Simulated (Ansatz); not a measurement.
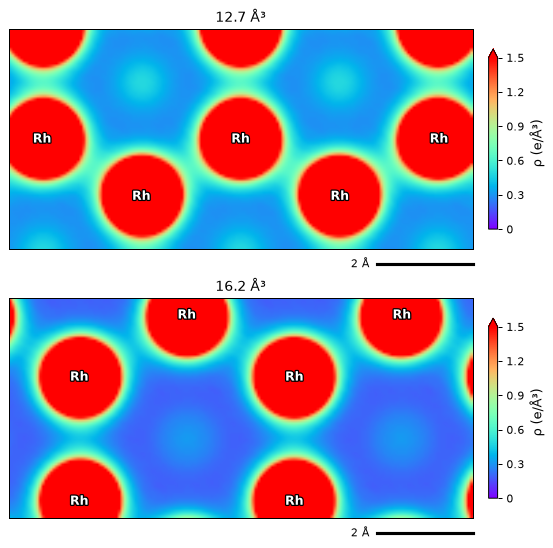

Rh. The valence electron density of cells scaled evenly to different volumes (given per atom above each panel), on the (001) plane of each (indices in the axes of the cell below), at one length scale and on one colour scale.

A generated structure, not necessarily the stable one; the program warned that a starting moment wasn't kept; spin-polarised, but the moments vanished.

These are results of DFT, PBE, plane waves (420 eV) with PAW, scalar-relativistic (Ansatz 0.2.0), not measurements.

The density is the valence pseudo-density of a PAW calculation; it isn't the true density close to the nuclei.

The largest cell:

```xyz
3
Lattice="4.5027 0.0000 0.0000 -2.2514 3.8995 0.0000 0.0000 0.0000 2.7636" Properties=species:S:1:pos:R:3 pbc="T T T"
Rh    0.0000    0.0000    0.0000
Rh    0.0000    2.5997    1.3818
Rh    2.2514    1.2998    1.3818
```

| volume (Å³/atom) | Rh–Rh contact in the plane (Å) | ρ at its midpoint (e/Å³) | 
| --- | --- | --- |
| 12.71 | 2.399 | 0.643 | 
| 14.44 | 2.503 | ? | 
| 16.17 | 2.600 | 0.431 | 

What values belong in the row with question marks?

Over the known rows ln ρ falls by 1.99 per Å of Rh–Rh distance (the line through the two), which gives 0.523 e/Å³ at 2.503 Å; the calculation gives 0.519 e/Å³.
